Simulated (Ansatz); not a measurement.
**SnGe2: density, localisation and related maps**

Input file:

```
crystal:
  lattice:
    - [4.2982449571, 0.0, 0.0]
    - [-2.1491224786, 3.7223893246, 0.0]
    - [0.0, 0.0, 10.5317560911]
  atoms:
    - { symbol: Sn, position: [0.6666666667, 0.3333333333, 0.2084517497] }
    - { symbol: Sn, position: [0.3333333333, 0.6666666667, 0.7915482503] }
    - { symbol: Ge, position: [0.3333333333, 0.6666666667, 0.5353592436] }
    - { symbol: Ge, position: [0.0, 0.0, 0.8820165398] }
    - { symbol: Ge, position: [0.6666666667, 0.3333333333, 0.4646407564] }
    - { symbol: Ge, position: [0.0, 0.0, 0.1179834602] }
basis:
  ecutwfc: 420
kpoints:
  mp_grid: { grid: [12, 12, 4] }
hamiltonian:
  xc: pbe
scf:
  occupations: { method: gaussian, width: 0.1 }
output:
  forces: true
  stress: true
  eigenvalues: true
  write_density: true
  write_potential: true
  elf: true
  volumetric_format: npy
relax:
  adjacent_minimum: "off"
  f_tol: 0.01
  max_steps: 80
  cell: { stress_tol: 0.05 }
```

Run with:

```sh
ansatz run input.yaml --threads 1 --pin off --max-ram 2560MiB --backend cpu --events-out ev --progress --plain --runs-dir out
```

Below, planes, directions and counts refer to the conventional cell (a = 4.29 Å, b = 4.29 Å, c = 10.55 Å, α = 90.00°, β = 90.00°, γ = 120.00°).

The fields are those of the run's last geometry, not of the input's.

Space group P-3m1; a structure generated by program, which may or may not match a known phase.

Level of theory: Ansatz, DFT PBE, scalar-relativistic, plane waves, PAW.

In a PAW calculation such maps are meaningful between the atoms, not at the nuclei.

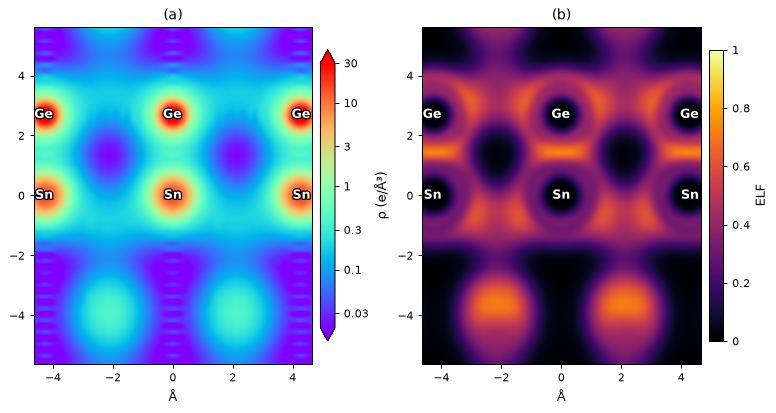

Figure 1. (a) valence charge density (pseudo); (b) ELF on the (010) plane of the conventional cell.

Q: Describe what can be read from this map.

A:
- Atoms in the plane: Sn and Ge.
- Sn–Ge (2.70 Å): the density is about 0.43 e/Å³ at the midpoint, with its minimum of 0.38 e/Å³ about 1.2 Å from Sn; the ELF peaks at about 0.75 between the atoms.
- The density dies away to nearly zero in the voids.

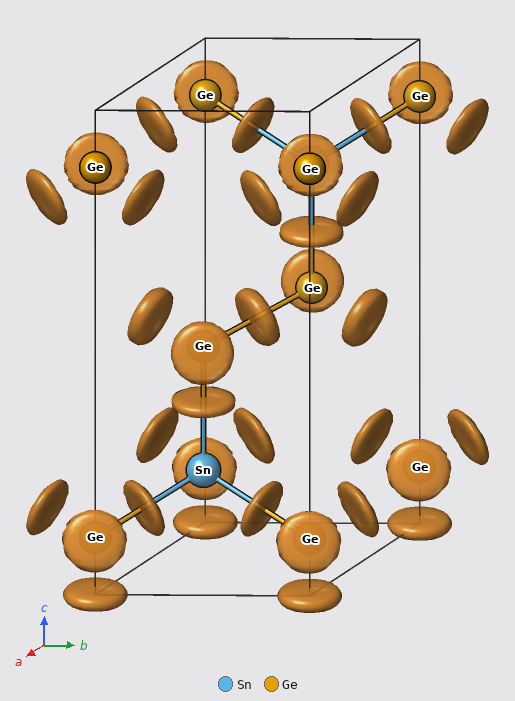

Figure 2. Isosurface of the ELF at 0.65 (orange), seen at an oblique angle. Core shells and regions of very low density are left out. Sticks mark near contacts.

Q: Where are the electrons localised?

A: The ELF exceeds this value in four regions between bonded Ge–Ge atoms and eight regions between bonded Ge–Sn atoms, counted in one cell of 6 atoms. Regions shared between cells count once. Along the contacts the grid gives the following. Ge–Ge (2.49 Å): the ELF peaks at about 0.75 between the atoms. Sn–Ge (2.65 Å): the ELF peaks at about 0.70 between the atoms.

Q: Metal or insulator at this level of theory?

A: It is gapless in this calculation (a metal or semimetal).
